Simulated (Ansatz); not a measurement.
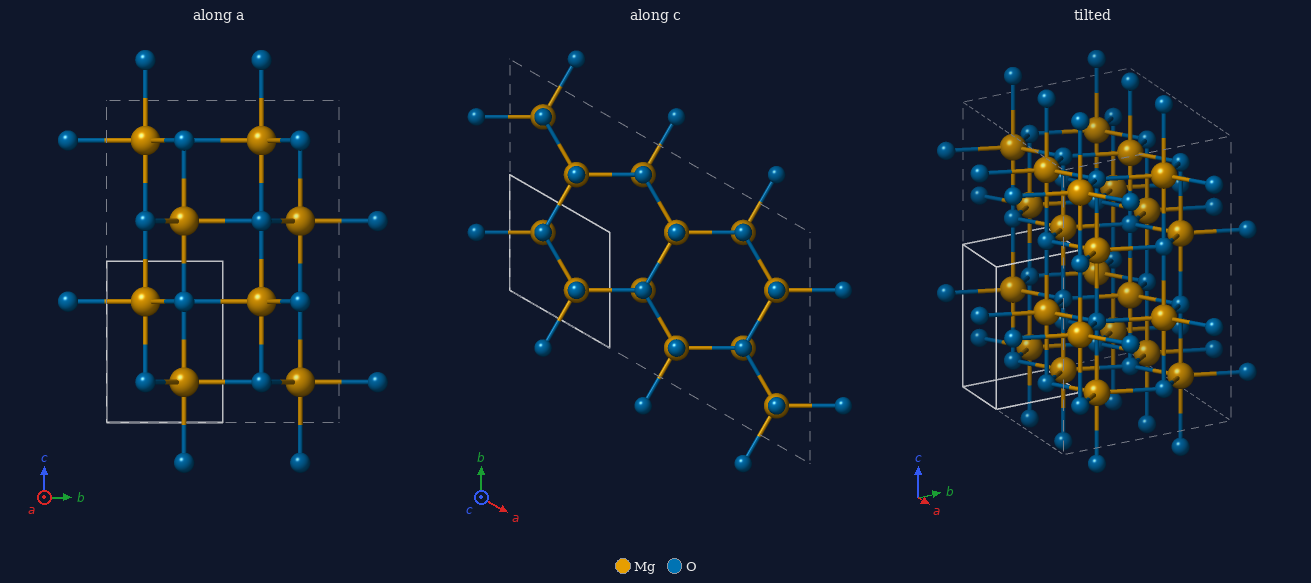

View along the a axis, along the c axis and slightly off an axis, drawn as a ball-and-stick model. A block of 3×2×2 cells is shown, with one conventional unit cell in solid outline. A few atoms beyond the faces are included. Cell: a = 3.484 Å, b = 3.484 Å, c = 4.186 Å, α = 90.00°, β = 90.00°, γ = 120.00°.

Give a description of the structure.

Chemical formula MgO. The atoms follow space group P6_3/mmc (No. 194); the Bravais lattice is primitive hexagonal. One cell contains 2 Mg, 2 O, 4 atoms in all. The neighbours of Mg are five O in a trigonal bipyramidal arrangement at about 2.0 to 2.1 Å. The O atoms are each bonded to five Mg in a trigonal bipyramidal arrangement at about 2.0 to 2.1 Å. The bonds build a three-dimensional framework.

The structure was taken from a structure listed in the Materials Project. This is the structure after a relaxation with DFT r2SCAN, scalar-relativistic, plane waves, PAW (Ansatz 0.2.0).
